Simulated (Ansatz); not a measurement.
## Single-point calculation, with input and output: B₃₂N₃₂

- system: B₃₂N₃₂ (F-43m, 64 atoms in the cell)
- method: DFT, PBEsol, PAW, plane waves (Ansatz 0.2.0)

The structure was built on a prototype by a generator.

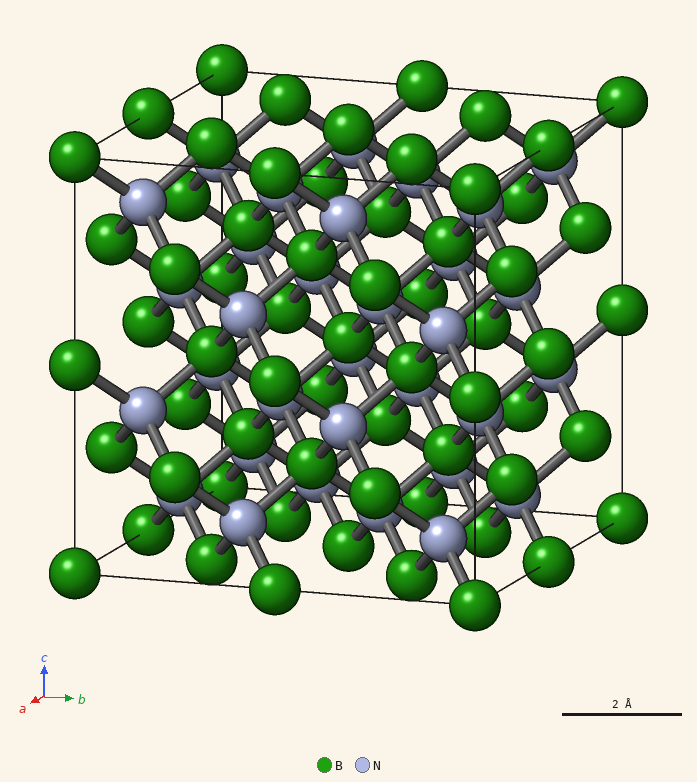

Figure 1. The structure (ball-and-stick view of the cell of the calculation, seen slightly off an axis).

## Input
```yaml
crystal:
  lattice:
    - [7.211591, 0.000000, 0.000000]
    - [0.000000, 7.211591, 0.000000]
    - [0.000000, 0.000000, 7.211591]
  atoms:
    - { symbol: B, position: [0.000000, 0.000000, 0.000000] }
    - { symbol: B, position: [0.000000, 0.000000, 0.500000] }
    - { symbol: B, position: [0.000000, 0.500000, 0.000000] }
    - { symbol: B, position: [0.000000, 0.500000, 0.500000] }
    - { symbol: B, position: [0.500000, 0.000000, 0.000000] }
    - { symbol: B, position: [0.500000, 0.000000, 0.500000] }
    - { symbol: B, position: [0.500000, 0.500000, 0.000000] }
    - { symbol: B, position: [0.500000, 0.500000, 0.500000] }
    - { symbol: B, position: [0.250000, 0.250000, 0.000000] }
    - { symbol: B, position: [0.250000, 0.250000, 0.500000] }
    - { symbol: B, position: [0.250000, 0.750000, 0.000000] }
    - { symbol: B, position: [0.250000, 0.750000, 0.500000] }
    - { symbol: B, position: [0.750000, 0.250000, 0.000000] }
    - { symbol: B, position: [0.750000, 0.250000, 0.500000] }
    - { symbol: B, position: [0.750000, 0.750000, 0.000000] }
    - { symbol: B, position: [0.750000, 0.750000, 0.500000] }
    - { symbol: B, position: [0.250000, 0.000000, 0.250000] }
    - { symbol: B, position: [0.250000, 0.000000, 0.750000] }
    - { symbol: B, position: [0.250000, 0.500000, 0.250000] }
    - { symbol: B, position: [0.250000, 0.500000, 0.750000] }
    - { symbol: B, position: [0.750000, 0.000000, 0.250000] }
    - { symbol: B, position: [0.750000, 0.000000, 0.750000] }
    - { symbol: B, position: [0.750000, 0.500000, 0.250000] }
    - { symbol: B, position: [0.750000, 0.500000, 0.750000] }
    - { symbol: B, position: [0.000000, 0.250000, 0.250000] }
    - { symbol: B, position: [0.000000, 0.250000, 0.750000] }
    - { symbol: B, position: [0.000000, 0.750000, 0.250000] }
    - { symbol: B, position: [0.000000, 0.750000, 0.750000] }
    - { symbol: B, position: [0.500000, 0.250000, 0.250000] }
    - { symbol: B, position: [0.500000, 0.250000, 0.750000] }
    - { symbol: B, position: [0.500000, 0.750000, 0.250000] }
    - { symbol: B, position: [0.500000, 0.750000, 0.750000] }
    - { symbol: N, position: [0.125000, 0.125000, 0.125000] }
    - { symbol: N, position: [0.125000, 0.125000, 0.625000] }
    - { symbol: N, position: [0.125000, 0.625000, 0.125000] }
    - { symbol: N, position: [0.125000, 0.625000, 0.625000] }
    - { symbol: N, position: [0.625000, 0.125000, 0.125000] }
    - { symbol: N, position: [0.625000, 0.125000, 0.625000] }
    - { symbol: N, position: [0.625000, 0.625000, 0.125000] }
    - { symbol: N, position: [0.625000, 0.625000, 0.625000] }
    - { symbol: N, position: [0.375000, 0.375000, 0.125000] }
    - { symbol: N, position: [0.375000, 0.375000, 0.625000] }
    - { symbol: N, position: [0.375000, 0.875000, 0.125000] }
    - { symbol: N, position: [0.375000, 0.875000, 0.625000] }
    - { symbol: N, position: [0.875000, 0.375000, 0.125000] }
    - { symbol: N, position: [0.875000, 0.375000, 0.625000] }
    - { symbol: N, position: [0.875000, 0.875000, 0.125000] }
    - { symbol: N, position: [0.875000, 0.875000, 0.625000] }
    - { symbol: N, position: [0.375000, 0.125000, 0.375000] }
    - { symbol: N, position: [0.375000, 0.125000, 0.875000] }
    - { symbol: N, position: [0.375000, 0.625000, 0.375000] }
    - { symbol: N, position: [0.375000, 0.625000, 0.875000] }
    - { symbol: N, position: [0.875000, 0.125000, 0.375000] }
    - { symbol: N, position: [0.875000, 0.125000, 0.875000] }
    - { symbol: N, position: [0.875000, 0.625000, 0.375000] }
    - { symbol: N, position: [0.875000, 0.625000, 0.875000] }
    - { symbol: N, position: [0.125000, 0.375000, 0.375000] }
    - { symbol: N, position: [0.125000, 0.375000, 0.875000] }
    - { symbol: N, position: [0.125000, 0.875000, 0.375000] }
    - { symbol: N, position: [0.125000, 0.875000, 0.875000] }
    - { symbol: N, position: [0.625000, 0.375000, 0.375000] }
    - { symbol: N, position: [0.625000, 0.375000, 0.875000] }
    - { symbol: N, position: [0.625000, 0.875000, 0.375000] }
    - { symbol: N, position: [0.625000, 0.875000, 0.875000] }
kpoints:
  mp_grid: { grid: [1, 1, 1] }
hamiltonian:
  xc: pbesol
scf:
  occupations: { method: fermi_dirac, width: 0.01 }
output:
  forces: true
  eigenvalues: true
  stress: true
  populations: true
  eigenstates: { kpoints: [[0, 0, 0]], e_range: [-6.0, 6.0], localisation: true }
```

Run on 8 CPU threads, shared host.

## Log
```
Pseudopotentials: kind: paw
Functional definition: PBEsol
  exchange = pbesol_x
  correlation = pbesol_c
Crystal: 64 atoms, lattice volume = 375.054 Å³
Basis set: ecut = 420 eV, 7249 PW (Γ), exchange–correlation on 100×100×100 points (8 copies of the dense FFT grid, shifted against one another)
Bands: 192, of which v1, the nominal top of the filled ones, is band 128 counted from 1 (127 counted from 0)
Symmetry: 768 space group operations
Space group: F-43m (ITA 216), of the structure as read, at distance tolerance 7.2e-5 Å
k-points: 1
Non-local potential: B, projectors of the file, l = 0: 2, l = 1: 2, l = 2: 1
Non-local potential: N, projectors of the file, l = 0: 2, l = 1: 2, l = 2: 1
PAW form: soft (Blöchl's): semilocal exchange-correlation on the pseudo side does not see the compensation charge
PAW frozen core: B, regenerated for the run's functional, and the local potential with it (the file was generated under x = pbe(κ = 0.804, μ = 0.2195149727645171), c = pbe(β = 0.06672455060314922))
PAW frozen core: N, regenerated for the run's functional, and the local potential with it (the file was generated under x = pbe(κ = 0.804, μ = 0.2195149727645171), c = pbe(β = 0.06672455060314922))
PAW one-centre angular grid: B, 110 points (default); XC on 64 Gauss nodes
PAW one-centre angular grid: N, 110 points (default); XC on 64 Gauss nodes
Initial density: superposition of atomic densities (neutral atoms: chi_scale 0, normalization atom), corrected by the library's trained network
Initial wavefunctions: pseudopotential atomic-orbital guess
Functional: x = pbesol(κ = 0.804, μ = 0.12345679012345678), c = pbesol(β = 0.046)
SCF iter   1: F=—  HF=-17080.032509 eV  |F-HF|=—  |Δ(HF+E_count)|=         —  Δρ=5.47e-3  dr2=7.72e-2  ethr=1.77e-3  ⟨swp⟩=6.0  Hψ=756  notcnv=0  defer=43
preconditioner: auto → Resta (q_TF=auto, 2.560 Å⁻¹)  ε∞=4.0  [insulator: Δε(μ)=4.216 eV  Ē_g=17.753 eV  σ=0.010 eV  W_gap=1.00  n_scr=92 (ndim 8)  ℏωp=30.7 eV  f_vac=0.000  D(μ)=0.00/eV (n_scr^D=0)  ε∞_Penn≈4.0]
SCF iter   2: F=—  HF=-17080.012524 eV  |F-HF|=—  |Δ(HF+E_count)|=   2.00e-2  Δρ=1.85e-3  dr2=9.54e-3  ethr=3.02e-5  ⟨swp⟩=2.0  Hψ=301  notcnv=0  defer=55
SCF iter   3: F=—  HF=-17080.010317 eV  |F-HF|=—  |Δ(HF+E_count)|=   2.21e-3  Δρ=6.54e-4  dr2=1.33e-3  ethr=3.73e-6  ⟨swp⟩=3.0  Hψ=263  notcnv=0  defer=55
SCF iter   4: F=—  HF=-17080.009923 eV  |F-HF|=—  |Δ(HF+E_count)|=   3.94e-4  Δρ=6.77e-5  dr2=6.13e-6  ethr=5.18e-7  ⟨swp⟩=3.0  Hψ=302  notcnv=0  defer=55
SCF iter   5: F=—  HF=-17080.009582 eV  |F-HF|=—  |Δ(HF+E_count)|=   3.41e-4  Δρ=6.94e-6  dr2=1.36e-7  ethr=2.39e-9  ⟨swp⟩=2.0  Hψ=218  notcnv=0  defer=55
SCF iter   6: F=-17080.009582 eV  HF=-17080.009582 eV  |F-HF|=1.76e-9  |Δ(HF+E_count)|=   1.05e-7  Δρ=8.40e-7  dr2=1.08e-9  ethr=3.91e-11  ⟨swp⟩=18.0  Hψ=1029  notcnv=0
SCF 1 converged in 6 iterations: F = -17080.009582 eV  dr2 = 1.08e-9
  greatest PAW one-centre occupation: 0.783 electrons in one spin orbital (limit 2), on the N atom at site 63 (counted from 0), in its partial waves of l = 0
```

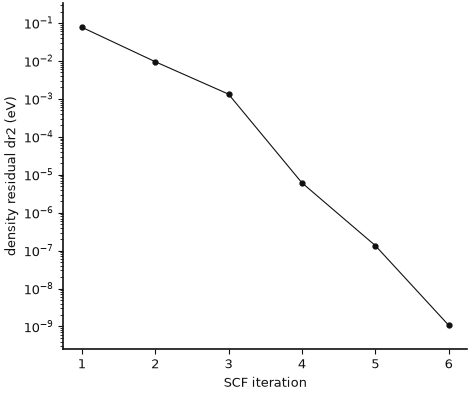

Figure 2. Convergence of the self-consistent field: density residual dr2 against the SCF iteration. The residual falls at every step.

```
NSCF: frozen V_eff on 1 k-points
SCF converged after 6 iterations
Free energy (F): -17080.009582 eV
Harris-Foulkes:  -17080.009582 eV  (|F-HF|=1.76e-9)
Internal energy: -17080.009582 eV  (E = F + TS)
E sigma→0 (E₀):  -17080.009582 eV
Fermi energy:    13.432281 eV
--- Per-component energies (eV) ---
  E_band       = 861.113934
  E_kinetic    = 5945.662105
  E_local      = -5569.851180  (includes V_loc(G=0)·N_el)
  E_nonlocal   = 1814.399925
  E_hartree    = 1551.210666
  E_xc         = -2968.767440
  E_vxc        = -3706.359737  (∫ρ·V_xc dr)
  E_paw        = -6356.452912  (= ΣΔE_a)
  E_vpaw       = -725.160719  (= ΣTr[D̂ρ^β])
  E_aug_tail   = 0.003237  (compensation charges beyond the density's cutoff)
  E_ewald      = -11497.583895
  E_core_change = 1.369912  (= ΣΔE_core)
  E_smearing   = -0.000000  (= −TS)
  E_closure    = -0.000000  (closes the sum)
  Σ components = -17080.009582   (vs F -17080.009582, Δ=0.00e0)
--- Forces (eV/Å), atoms counted from 1 ---
  atom   1  B     -0.00000000     0.00000000    -0.00000000
  atom   2  B     -0.00000000    -0.00000000    -0.00000000
  atom   3  B     -0.00000000     0.00000000    -0.00000000
  atom   4  B     -0.00000000    -0.00000000    -0.00000000
  atom   5  B     -0.00000000     0.00000000    -0.00000000
  atom   6  B     -0.00000000     0.00000000    -0.00000000
  atom   7  B     -0.00000000     0.00000000     0.00000000
  atom   8  B     -0.00000000    -0.00000000    -0.00000000
  atom   9  B     -0.00000000    -0.00000000     0.00000000
  atom  10  B     -0.00000000    -0.00000000    -0.00000000
  atom  11  B     -0.00000000    -0.00000000     0.00000000
  atom  12  B     -0.00000000    -0.00000000     0.00000000
  atom  13  B     -0.00000000    -0.00000000     0.00000000
  atom  14  B     -0.00000000    -0.00000000    -0.00000000
  atom  15  B     -0.00000000     0.00000000     0.00000000
  atom  16  B     -0.00000000     0.00000000     0.00000000
  atom  17  B     -0.00000000    -0.00000000    -0.00000000
  atom  18  B     -0.00000000    -0.00000000     0.00000000
  atom  19  B     -0.00000000    -0.00000000     0.00000000
  atom  20  B     -0.00000000    -0.00000000     0.00000000
  atom  21  B     -0.00000000    -0.00000000    -0.00000000
  atom  22  B     -0.00000000    -0.00000000    -0.00000000
  atom  23  B     -0.00000000    -0.00000000    -0.00000000
  atom  24  B     -0.00000000     0.00000000    -0.00000000
  atom  25  B     -0.00000000    -0.00000000     0.00000000
  atom  26  B     -0.00000000     0.00000000    -0.00000000
  atom  27  B     -0.00000000    -0.00000000     0.00000000
  atom  28  B     -0.00000000    -0.00000000     0.00000000
  atom  29  B     -0.00000000     0.00000000    -0.00000000
  atom  30  B     -0.00000000    -0.00000000    -0.00000000
  atom  31  B     -0.00000000    -0.00000000    -0.00000000
  atom  32  B     -0.00000000     0.00000000     0.00000000
  atom  33  N     -0.00000000     0.00000000     0.00000000
  atom  34  N     -0.00000000     0.00000000    -0.00000000
  atom  35  N     -0.00000000    -0.00000000    -0.00000000
  atom  36  N     -0.00000000    -0.00000000    -0.00000000
  atom  37  N      0.00000000    -0.00000000    -0.00000000
  atom  38  N      0.00000000     0.00000000    -0.00000000
  atom  39  N      0.00000000    -0.00000000     0.00000000
  atom  40  N      0.00000000    -0.00000000     0.00000000
  atom  41  N      0.00000000    -0.00000000    -0.00000000
  atom  42  N      0.00000000    -0.00000000    -0.00000000
  atom  43  N      0.00000000    -0.00000000    -0.00000000
  atom  44  N      0.00000000    -0.00000000     0.00000000
  atom  45  N      0.00000000     0.00000000    -0.00000000
  atom  46  N      0.00000000     0.00000000     0.00000000
  atom  47  N      0.00000000    -0.00000000     0.00000000
  atom  48  N      0.00000000    -0.00000000     0.00000000
  atom  49  N      0.00000000    -0.00000000     0.00000000
  atom  50  N      0.00000000    -0.00000000     0.00000000
  atom  51  N      0.00000000    -0.00000000     0.00000000
  atom  52  N      0.00000000    -0.00000000     0.00000000
  atom  53  N      0.00000000     0.00000000     0.00000000
  atom  54  N     -0.00000000     0.00000000     0.00000000
  atom  55  N     -0.00000000    -0.00000000     0.00000000
  atom  56  N      0.00000000    -0.00000000     0.00000000
  atom  57  N     -0.00000000    -0.00000000    -0.00000000
  atom  58  N     -0.00000000    -0.00000000    -0.00000000
  atom  59  N     -0.00000000     0.00000000     0.00000000
  atom  60  N      0.00000000    -0.00000000    -0.00000000
  atom  61  N      0.00000000     0.00000000    -0.00000000
  atom  62  N     -0.00000000    -0.00000000     0.00000000
  atom  63  N      0.00000000    -0.00000000    -0.00000000
  atom  64  N      0.00000000    -0.00000000     0.00000000
  max |Σ_I F_I| component: 1.07e-22 eV/Å
--- Stress (GPa, compression-positive) ---
        1.101236       0.000000      -0.000000
       -0.000000       1.101236      -0.000000
       -0.000000      -0.000000       1.101236
  P = ⅓ Tr σ = 1.1012 GPa (11.012 kbar)
--- Band table (eV) ---
  k-point 0: bands = ["-9.0578", "-7.0663", "-7.0663", "-7.0663", "-7.0663", "-7.0663", "-7.0663", "-5.3329", "-5.3329", "-5.3329", "-5.3329", "-5.3329", "-5.3329", "-5.3329", "-5.3329", "-5.3329", "-5.3329", "-5.3329", "-5.3329", "-4.7421", "-4.7421", "-4.7421", "-4.7421", "-3.3517", "-3.3517", "-3.3517", "-3.0208", "-3.0208", "-3.0208", "-3.0208", "-3.0208", "-3.0208", "0.4281", "0.4281", "0.4281", "0.4281", "2.2642", "2.2642", "2.2642", "3.6180",
      "3.6180", "3.6180", "3.6180", "3.6180", "3.6180", "3.6180", "3.6180", "3.6180", "3.6180", "3.6180", "3.6180", "3.6489", "3.6489", "3.6489", "3.6489", "3.6489", "3.6489", "4.1789", "4.1789", "4.1789", "4.1789", "4.1789", "4.1789", "4.6426", "4.6426", "4.6426", "4.6426", "4.6426", "4.6426", "5.6138", "5.6138", "5.6138", "5.6138", "5.6138", "5.6138", "5.6138", "5.6138", "5.6138", "5.6138", "5.6138",
      "5.6138", "6.3097", "6.3097", "6.3097", "6.3097", "6.3097", "6.3097", "7.3003", "7.3003", "7.3003", "7.3003", "7.3003", "7.3003", "8.2307", "8.2307", "8.2307", "8.2307", "8.2307", "8.2307", "8.2307", "8.2307", "8.2307", "8.2307", "8.2307", "8.2307", "9.1728", "9.1728", "9.1728", "9.1728", "9.1728", "9.1728", "9.1728", "9.1728", "9.1728", "9.1728", "9.1728", "9.1728", "9.3300", "9.3300", "9.3300",
      "9.3300", "9.3300", "9.3300", "9.3300", "9.3300", "11.3010", "11.3010", "11.3010", "15.5636", "15.5636", "15.5636", "17.9788", "17.9788", "17.9788", "17.9788", "17.9788", "17.9788", "20.0691", "20.0691", "20.0691", "20.4092", "20.4092", "20.4092", "20.7589", "20.7589", "20.7589", "20.7589", "20.7589", "20.7589", "20.9149", "20.9149", "20.9149", "20.9149", "20.9149", "20.9149", "20.9149", "20.9149", "20.9149", "20.9149", "20.9149",
      "20.9149", "21.4581", "21.4581", "21.4581", "21.4581", "21.6512", "21.9427", "21.9427", "21.9427", "21.9427", "21.9427", "21.9427", "21.9427", "21.9427", "22.7714", "22.7714", "22.7714", "22.7714", "22.7714", "22.7714", "23.4481", "23.4481", "23.4481", "23.4481", "23.4481", "23.4481", "23.4481", "23.4481", "23.4481", "23.4481", "23.4481", "23.4481"]
--- Löwdin populations: 64 sites ---
  site symbol       q [e]
     0      B      2.7009
     1      B      2.7009
     2      B      2.7009
     3      B      2.7009
     4      B      2.7009
     5      B      2.7009
     6      B      2.7009
     7      B      2.7009
     8      B      2.7009
     9      B      2.7009
    10      B      2.7009
    11      B      2.7009
    12      B      2.7009
    13      B      2.7009
    14      B      2.7009
    15      B      2.7009
    16      B      2.7009
    17      B      2.7009
    18      B      2.7009
    19      B      2.7009
    20      B      2.7009
    21      B      2.7009
    22      B      2.7009
    23      B      2.7009
    24      B      2.7009
    25      B      2.7009
    26      B      2.7009
    27      B      2.7009
    28      B      2.7009
    29      B      2.7009
    30      B      2.7009
    31      B      2.7009
    32      N      5.2728
    33      N      5.2728
    34      N      5.2728
    35      N      5.2728
    36      N      5.2728
    37      N      5.2728
    38      N      5.2728
    39      N      5.2728
    40      N      5.2728
    41      N      5.2728
    42      N      5.2728
    43      N      5.2728
    44      N      5.2728
    45      N      5.2728
    46      N      5.2728
    47      N      5.2728
    48      N      5.2728
    49      N      5.2728
    50      N      5.2728
    51      N      5.2728
    52      N      5.2728
    53      N      5.2728
    54      N      5.2728
    55      N      5.2728
    56      N      5.2728
    57      N      5.2728
    58      N      5.2728
    59      N      5.2728
    60      N      5.2728
    61      N      5.2728
    62      N      5.2728
    63      N      5.2728
  spilling = 0.003292 (of n_electrons = 256.000000)
```

## Summary

- outcome: converged
- space group (tolerance 0.01 Å): F-43m (216)
- electrons treated: 256
- free energy: −17080.0096 eV
- Fermi energy: 13.432 eV
- pressure: 1.10 GPa
- largest force (length of the vector): under 0.001 eV/Å
- wall time: 2.2 s (CPU time 3 s)
- peak memory: 1.8 GiB

## Notes

The k-point mesh is coarse for a cell of this size, so the results may not be converged.
